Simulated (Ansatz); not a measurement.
## Ag: geometry relaxation (part 1 of 3)

- system: Ag (slab, 16 atoms in the cell)
- method: DFT PBE+D3(BJ), scalar-relativistic, plane waves, PAW, no spin polarisation (Ansatz 0.2.0)

The structure derives from an entry of the Crystallography Open Database. The input holds or restrains some coordinates. Forces given for the steps count only the free coordinates. Figures and captions count atoms from 1; the log counts them from 0 in places.

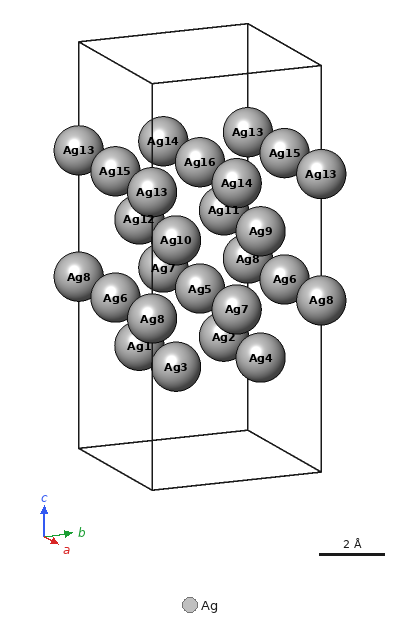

The input geometry (spheres-only view of the cell of the calculation, with the vacuum cut short, seen slightly off an axis; atoms are numbered from 1 in the order of the input). An atom can appear more than once, as a periodic image.

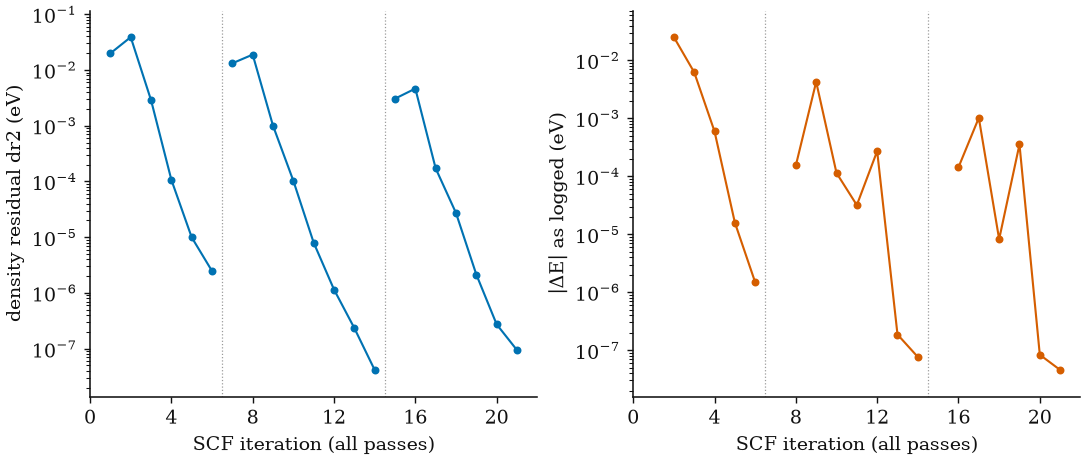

Convergence of the self-consistent field: density residual dr2 and size of the energy change against the SCF iteration. The dotted lines part the SCF passes of the relaxation: geometry steps, rejected trials and re-solves on a re-selected basis. The passes take 6, 8 and 7 iterations.

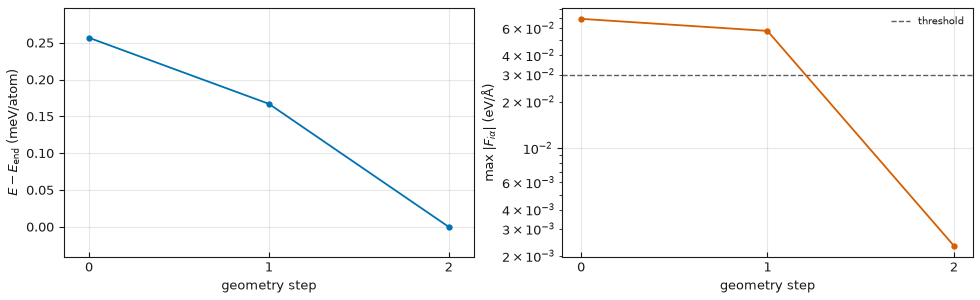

Progress of the restrained relaxation, step by step (the first geometry is step 0 here and step 1 in the log).

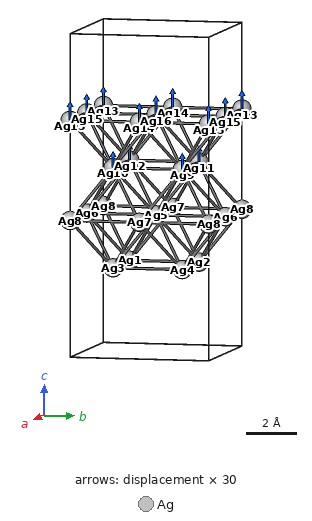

The starting structure with the displacements as blue arrows, magnified 30 times (ball-and-stick view of the cell of the calculation, with the vacuum cut short, seen slightly off an axis). After 2 geometry steps the energy has fallen by 0.3 meV per atom. The largest force component goes from 0.069 to 0.0023 eV/Å. The largest moves, 0.026 Å, are those of Ag13, Ag14, Ag15 and Ag16. The lattice vectors keep their values. Among the contacts that change: Ag5–Ag10 2.880 → 2.896 Å. (Atoms are counted from 1 in the order of the input.)

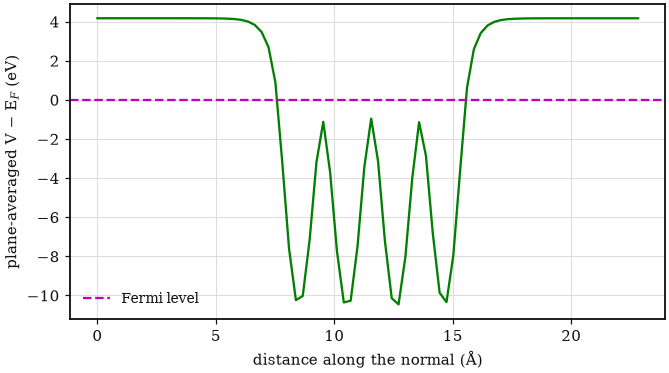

Plane average of the electrostatic potential energy of an electron across the cell, from the Fermi level. The vacuum level lies 4.17 eV above the Fermi level.

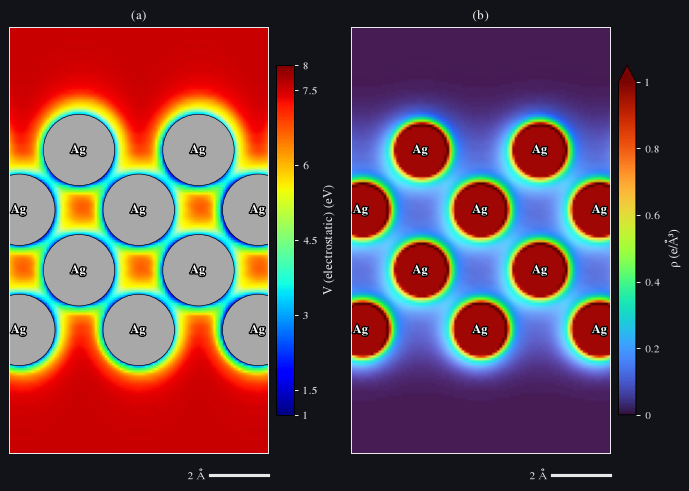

(a) electrostatic potential energy of an electron; (b) valence electron density on the (11̄0) plane of the calculation cell, a cut from vacuum to vacuum. Grey discs, where drawn, cover atomic cores. Atoms in the plane: Ag. Ag–Ag (2.88 Å): ρ at the midpoint is about 0.22 e/Å³. The density dies away to nearly zero in the vacuum. The fields are those of the smooth PAW valence density.

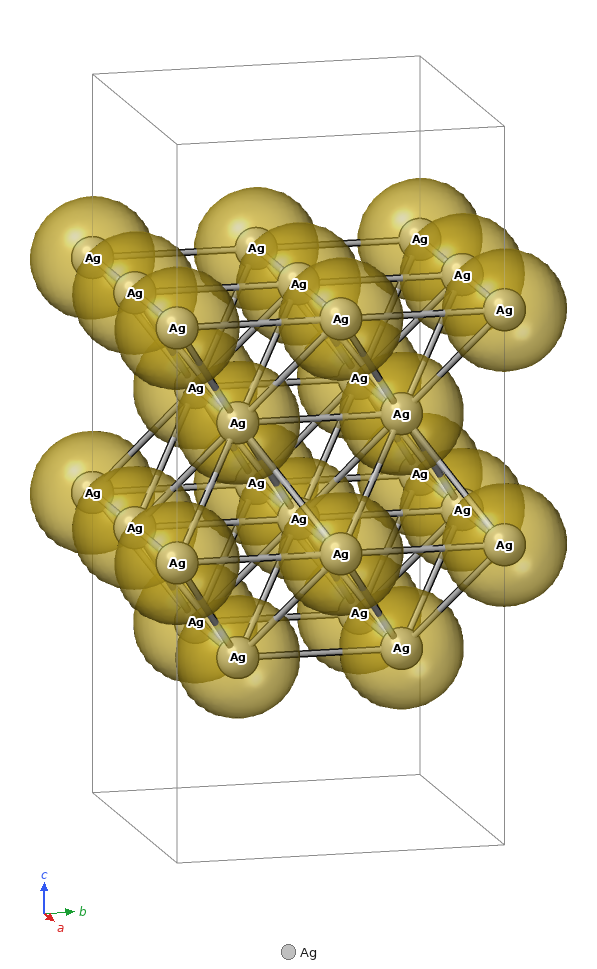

Isosurface of the valence pseudo-density at 0.5 e/Å³ (yellow), seen slightly off an axis. Sticks mark near contacts. At this value the density breaks into separate islands; it holds about 85 % of the electrons treated as valence (semicore included). It is pinched off along the Ag–Ag (2.88 Å) contacts. On the grid the lowest density along these lines, outside the cores, is 0.21 e/Å³ (Ag–Ag, 2.88 Å).

The input that produced these results follows, with the program's output.

Input
```yaml
crystal:
  lattice:
    - [5.7606259194, 0.0, 0.0]
    - [0.0, 5.7606259194, 0.0]
    - [0.0, 0.0, 23.1100664772]
  atoms:
    - { symbol: Ag, position: [0.25, 0.25, 0.3678050865] }
    - { symbol: Ag, position: [0.25, 0.75, 0.3678050865] }
    - { symbol: Ag, position: [0.75, 0.25, 0.3678050865] }
    - { symbol: Ag, position: [0.75, 0.75, 0.3678050865] }
    - { symbol: Ag, position: [0.5, 0.5, 0.4559350288] }
    - { symbol: Ag, position: [0.5, 0.0, 0.4559350288] }
    - { symbol: Ag, position: [0.0, 0.5, 0.4559350288] }
    - { symbol: Ag, position: [0.0, 0.0, 0.4559350288] }
    - { symbol: Ag, position: [0.75, 0.75, 0.5440649712] }
    - { symbol: Ag, position: [0.75, 0.25, 0.5440649712] }
    - { symbol: Ag, position: [0.25, 0.75, 0.5440649712] }
    - { symbol: Ag, position: [0.25, 0.25, 0.5440649712] }
    - { symbol: Ag, position: [0.0, 0.0, 0.6321949135] }
    - { symbol: Ag, position: [0.0, 0.5, 0.6321949135] }
    - { symbol: Ag, position: [0.5, 0.0, 0.6321949135] }
    - { symbol: Ag, position: [0.5, 0.5, 0.6321949135] }
basis:
  ecutwfc: 420
kpoints:
  mp_grid: { grid: [5, 5, 1] }
hamiltonian:
  xc: pbe
  dispersion: d3bj
scf:
  occupations: { method: gaussian, width: 0.1 }
output:
  forces: true
  eigenvalues: true
  write_density: true
  write_potential: true
  elf: true
  volumetric_format: npy
relax:
  adjacent_minimum: "off"
  f_tol: 0.03
  max_steps: 70
  constraints: [{ sites: [0, 1, 2, 3, 4, 5, 6, 7] }]
efield:
  axis: 3
  dipole_correction: true
```

Launched with:
```bash
ansatz run input.yaml --threads 8 --pin off --max-ram 22528MiB --backend cpu --events-out ev --progress --plain --runs-dir out
```

Log
```
Engine: ansatz 0.2.0, x86_64-unknown-linux-gnu
Pseudopotentials: kind: paw
Pseudopotential: Ag, paw, valence charge 19, recommended cutoff 420 eV (normal), Ag.paw.azcp
Functional definition: PBE
  parameter kappa = 0.804
  parameter beta = 0.06672455060314922
  exchange = pbe_x(kappa = kappa, mu = beta*pi^2/3)
  correlation = pbe_c(beta = beta)
Crystal: 16 atoms, lattice volume = 766.903 Å³
Basis set: ecut = 420 eV, 15065 PW (Γ), exchange–correlation on 80×80×320 points (8 copies of the dense FFT grid, shifted against one another)
Bands: 183, of which v1, the nominal top of the filled ones, is band 152 counted from 1 (151 counted from 0)
Symmetry: 32 space group operations
k-points: 6 of 25
Non-local potential: Ag, projectors of the file, l = 0: 3, l = 1: 2, l = 2: 2, l = 3: 1
PAW form: soft (Blöchl's): semilocal exchange-correlation on the pseudo side does not see the compensation charge
PAW one-centre angular grid: Ag, 590 points (default); XC on 64 Gauss nodes
Initial density: superposition of atomic densities (neutral atoms: chi_scale 0, normalization atom), corrected by the library's trained network
Initial wavefunctions: pseudopotential atomic-orbital guess
Functional: x = pbe(κ = 0.804, μ = 0.2195149727645171), c = pbe(β = 0.06672455060314922)
SCF iter   1: F=—  HF=-121452.162822 eV  |F-HF|=—  |Δ(HF+E_count)|=         —  Δρ=1.03e-3  dr2=1.99e-2  ethr=1.77e-3  p=-0.000 e·Å  D=-2.44e-14 V/Å  ΔV_dip=0.00 eV  dr2_dipole=2.13e-8  V_vac-E_F(+/−)=4.10/4.10 eV  ⟨swp⟩=6.3  Hψ=4312  notcnv=0  defer=34
efield: sawtooth ramp at fractional position 0.9500 (placed from the atoms, in the widest stretch of the axis that holds none; the zero of the levels goes with the place), width 0.1000; the density the first Hamiltonian is built on has a dipole p = -0.000 e·Å; the dipole correction subtracts the counter field D = -2.44e-14 V/Å, which shifts the + side's vacuum level by +0.00 eV against the − side's; the planar-averaged density in the ramp window peaks in size at 5.4e-6 e/Å³
preconditioner: auto → LDOS  [metal: Δε(μ)=0.075 eV  Ē_g=8.959 eV  σ=0.100 eV  W_gap=0.40  n_scr=156 (ndim 8)  ℏωp=17.8 eV  f_vac=0.595  D(μ)=3.35/eV (n_scr^D=6)  β→1.0]
SCF iter   2: F=—  HF=-121452.188002 eV  |F-HF|=—  |Δ(HF+E_count)|=   2.52e-2  Δρ=1.41e-3  dr2=3.89e-2  ethr=6.53e-6  p=0.000 e·Å  D=4.57e-6 V/Å  ΔV_dip=-0.00 eV  dr2_dipole=3.09e-8  V_vac-E_F(+/−)=4.16/4.16 eV  ⟨swp⟩=3.0  Hψ=2519  notcnv=0  defer=107
SCF iter   3: F=—  HF=-121452.181763 eV  |F-HF|=—  |Δ(HF+E_count)|=   6.24e-3  Δρ=4.84e-4  dr2=2.88e-3  ethr=6.53e-6  p=0.000 e·Å  D=3.43e-6 V/Å  ΔV_dip=-0.00 eV  dr2_dipole=6.42e-9  V_vac-E_F(+/−)=4.16/4.16 eV  ⟨swp⟩=2.2  Hψ=1499  notcnv=0  defer=107
SCF iter   4: F=—  HF=-121452.181167 eV  |F-HF|=—  |Δ(HF+E_count)|=   5.95e-4  Δρ=8.42e-5  dr2=1.07e-4  ethr=9.47e-7  p=0.000 e·Å  D=2.09e-6 V/Å  ΔV_dip=-0.00 eV  dr2_dipole=2.41e-12  V_vac-E_F(+/−)=4.16/4.16 eV  ⟨swp⟩=2.0  Hψ=1498  notcnv=0  defer=107
iter 5 did not close the SCF: its close was put off for the readings that it lacked (scf_convergence_deferred on its scf_iter line)
SCF iter   5: F=-121452.181149 eV  HF=-121452.181151 eV  |F-HF|=2.74e-6  |Δ(HF+E_count)|=   1.59e-5  Δρ=3.16e-5  dr2=9.94e-6  ethr=3.52e-8  p=0.000 e·Å  D=1.23e-6 V/Å  ΔV_dip=-0.00 eV  dr2_dipole=8.20e-11  V_vac-E_F(+/−)=4.16/4.16 eV  ⟨swp⟩=3.2  Hψ=1965  notcnv=0  defer=106
SCF iter   6: F=-121452.181152 eV  HF=-121452.181153 eV  |F-HF|=1.36e-6  |Δ(HF+E_count)|=   1.48e-6  Δρ=1.78e-5  dr2=2.47e-6  ethr=3.27e-9  p=0.000 e·Å  D=6.71e-7 V/Å  ΔV_dip=-0.00 eV  dr2_dipole=6.24e-12  V_vac-E_F(+/−)=4.17/4.17 eV  ⟨swp⟩=19.0  Hψ=9865  notcnv=0
SCF 1 converged in 6 iterations: F = -121452.181152 eV  dr2 = 2.47e-6
  greatest PAW one-centre occupation: 1.000 electrons in one spin orbital (limit 2), on the Ag atom at site 7 (counted from 0), in its partial waves of l = 0
relax step   1: F+E_penalty+E_count = -121452.18115161 eV  Δ(F+E_penalty+E_count) = +0.000e0 eV  max|allowed force component| = 6.895e-2 eV/Å  Δτ_max = 0.0000 Å  (6 SCF iters, dr2 threshold 2.25e-5 eV, accepted)
Initial density: handed on by an earlier stage of this run
Initial wavefunctions: those handed on with the density
iter 1 solved again at ethr=4.08e-6 eV; its pass at ethr=3.10e-3 eV (dr2=1.24e-2 eV) is discarded
SCF iter   1: F=—  HF=-121452.187110 eV  |F-HF|=—  |Δ(HF+E_count)|=         —  Δρ=1.29e-3  dr2=1.32e-2  ethr=4.08e-6  p=0.000 e·Å  D=1.05e-6 V/Å  ΔV_dip=-0.00 eV  dr2_dipole=1.11e-6  V_vac-E_F(+/−)=4.18/4.18 eV  ⟨swp⟩=3.0  Hψ=3857  notcnv=0  defer=138
efield: sawtooth ramp at fractional position 0.9500 (handed on by an earlier solve), width 0.1000; the density the first Hamiltonian is built on has a dipole p = 0.000 e·Å; the dipole correction subtracts the counter field D = 1.05e-6 V/Å, which shifts the + side's vacuum level by -0.00 eV against the − side's; the planar-averaged density in the ramp window peaks in size at 1.1e-6 e/Å³
preconditioner: auto → LDOS  [metal: Δε(μ)=0.087 eV  Ē_g=8.936 eV  σ=0.100 eV  W_gap=0.46  n_scr=156 (ndim 8)  ℏωp=17.8 eV  f_vac=0.594  D(μ)=3.26/eV (n_scr^D=6)  β→1.0]
SCF iter   2: F=—  HF=-121452.187264 eV  |F-HF|=—  |Δ(HF+E_count)|=   1.54e-4  Δρ=1.19e-3  dr2=1.89e-2  ethr=4.08e-6  p=0.003 e·Å  D=6.20e-4 V/Å  ΔV_dip=-0.01 eV  dr2_dipole=4.25e-4  V_vac-E_F(+/−)=4.16/4.17 eV  ⟨swp⟩=2.0  Hψ=1764  notcnv=0  defer=138
SCF iter   3: F=—  HF=-121452.183006 eV  |F-HF|=—  |Δ(HF+E_count)|=   4.26e-3  Δρ=2.54e-4  dr2=1.00e-3  ethr=4.08e-6  p=0.000 e·Å  D=5.65e-5 V/Å  ΔV_dip=-0.00 eV  dr2_dipole=1.81e-4  V_vac-E_F(+/−)=4.17/4.18 eV  ⟨swp⟩=2.0  Hψ=1638  notcnv=0  defer=138
SCF iter   4: F=—  HF=-121452.182891 eV  |F-HF|=—  |Δ(HF+E_count)|=   1.14e-4  Δρ=1.02e-4  dr2=1.03e-4  ethr=3.30e-7  p=0.000 e·Å  D=2.83e-5 V/Å  ΔV_dip=-0.00 eV  dr2_dipole=1.24e-6  V_vac-E_F(+/−)=4.17/4.17 eV  ⟨swp⟩=2.0  Hψ=1602  notcnv=0  defer=138
SCF iter   5: F=—  HF=-121452.182859 eV  |F-HF|=—  |Δ(HF+E_count)|=   3.18e-5  Δρ=2.37e-5  dr2=7.97e-6  ethr=3.37e-8  p=-0.000 e·Å  D=-1.59e-5 V/Å  ΔV_dip=0.00 eV  dr2_dipole=4.42e-7  V_vac-E_F(+/−)=4.17/4.17 eV  ⟨swp⟩=2.3  Hψ=1488  notcnv=0  defer=138
SCF iter   6: F=—  HF=-121452.182587 eV  |F-HF|=—  |Δ(HF+E_count)|=   2.72e-4  Δρ=7.93e-6  dr2=1.15e-6  ethr=2.62e-9  p=-0.000 e·Å  D=-3.27e-5 V/Å  ΔV_dip=0.00 eV  dr2_dipole=2.65e-7  V_vac-E_F(+/−)=4.17/4.17 eV  ⟨swp⟩=2.0  Hψ=1493  notcnv=0  defer=138
SCF iter   7: F=—  HF=-121452.182587 eV  |F-HF|=—  |Δ(HF+E_count)|=   1.86e-7  Δρ=3.70e-6  dr2=2.34e-7  ethr=3.79e-10  p=-0.000 e·Å  D=-4.91e-5 V/Å  ΔV_dip=0.00 eV  dr2_dipole=9.34e-8  V_vac-E_F(+/−)=4.17/4.17 eV  ⟨swp⟩=2.0  Hψ=1479  notcnv=0  defer=138
SCF iter   8: F=-121452.182587 eV  HF=-121452.182587 eV  |F-HF|=2.25e-8  |Δ(HF+E_count)|=   7.62e-8  Δρ=2.01e-6  dr2=4.15e-8  ethr=3.29e-11  p=-0.000 e·Å  D=-6.07e-5 V/Å  ΔV_dip=0.00 eV  dr2_dipole=1.23e-8  V_vac-E_F(+/−)=4.17/4.17 eV  ⟨swp⟩=18.0  Hψ=8402  notcnv=0
SCF 2 converged in 8 iterations: F = -121452.182587 eV  dr2 = 4.15e-8
relax step   2: F+E_penalty+E_count = -121452.18258725 eV  Δ(F+E_penalty+E_count) = -1.436e-3 eV  max|allowed force component| = 5.759e-2 eV/Å  Δτ_max = 0.0490 Å  (8 SCF iters, accepted)
SCF iter   1: F=—  HF=-121452.186479 eV  |F-HF|=—  |Δ(HF+E_count)|=         —  Δρ=6.03e-4  dr2=3.06e-3  ethr=9.38e-6  p=-0.000 e·Å  D=-6.10e-5 V/Å  ΔV_dip=0.00 eV  dr2_dipole=3.54e-5  V_vac-E_F(+/−)=4.17/4.17 eV  ⟨swp⟩=3.0  Hψ=2358  notcnv=0  defer=138
efield: sawtooth ramp at fractional position 0.9500 (handed on by an earlier solve), width 0.1000; the density the first Hamiltonian is built on has a dipole p = -0.000 e·Å; the dipole correction subtracts the counter field D = -6.10e-5 V/Å, which shifts the + side's vacuum level by +0.00 eV against the − side's; the planar-averaged density in the ramp window peaks in size at 8.0e-7 e/Å³
preconditioner: auto → LDOS  [metal: Δε(μ)=0.079 eV  Ē_g=8.944 eV  σ=0.100 eV  W_gap=0.42  n_scr=156 (ndim 8)  ℏωp=17.8 eV  f_vac=0.594  D(μ)=3.30/eV (n_scr^D=6)  β→1.0]
SCF iter   2: F=—  HF=-121452.186622 eV  |F-HF|=—  |Δ(HF+E_count)|=   1.43e-4  Δρ=5.96e-4  dr2=4.64e-3  ethr=1.01e-6  p=-0.001 e·Å  D=-2.35e-4 V/Å  ΔV_dip=0.01 eV  dr2_dipole=1.21e-6  V_vac-E_F(+/−)=4.18/4.17 eV  ⟨swp⟩=2.2  Hψ=2079  notcnv=0  defer=138
SCF iter   3: F=—  HF=-121452.185607 eV  |F-HF|=—  |Δ(HF+E_count)|=   1.02e-3  Δρ=1.26e-4  dr2=1.72e-4  ethr=1.01e-6  p=-0.000 e·Å  D=-5.16e-5 V/Å  ΔV_dip=0.00 eV  dr2_dipole=2.20e-5  V_vac-E_F(+/−)=4.17/4.17 eV  ⟨swp⟩=2.0  Hψ=1623  notcnv=0  defer=138
SCF iter   4: F=—  HF=-121452.185615 eV  |F-HF|=—  |Δ(HF+E_count)|=   8.20e-6  Δρ=5.46e-5  dr2=2.72e-5  ethr=5.66e-8  p=-0.000 e·Å  D=-5.97e-5 V/Å  ΔV_dip=0.00 eV  dr2_dipole=1.05e-6  V_vac-E_F(+/−)=4.17/4.17 eV  ⟨swp⟩=3.0  Hψ=1774  notcnv=0  defer=138
SCF iter   5: F=—  HF=-121452.185260 eV  |F-HF|=—  |Δ(HF+E_count)|=   3.55e-4  Δρ=1.19e-5  dr2=2.14e-6  ethr=8.94e-9  p=-0.000 e·Å  D=-5.84e-5 V/Å  ΔV_dip=0.00 eV  dr2_dipole=3.92e-8  V_vac-E_F(+/−)=4.17/4.17 eV  ⟨swp⟩=2.0  Hψ=1484  notcnv=0  defer=138
SCF iter   6: F=—  HF=-121452.185260 eV  |F-HF|=—  |Δ(HF+E_count)|=   8.32e-8  Δρ=4.43e-6  dr2=2.73e-7  ethr=7.04e-10  p=-0.000 e·Å  D=-5.66e-5 V/Å  ΔV_dip=0.00 eV  dr2_dipole=5.90e-8  V_vac-E_F(+/−)=4.17/4.17 eV  ⟨swp⟩=2.0  Hψ=1494  notcnv=0  defer=138
SCF iter   7: F=-121452.185260 eV  HF=-121452.185260 eV  |F-HF|=8.06e-8  |Δ(HF+E_count)|=   4.55e-8  Δρ=1.98e-6  dr2=9.43e-8  ethr=3.29e-11  p=-0.000 e·Å  D=-5.23e-5 V/Å  ΔV_dip=0.00 eV  dr2_dipole=3.70e-8  V_vac-E_F(+/−)=4.17/4.17 eV  ⟨swp⟩=17.5  Hψ=8467  notcnv=0
SCF 3 converged in 7 iterations: F = -121452.185260 eV  dr2 = 9.43e-8
```
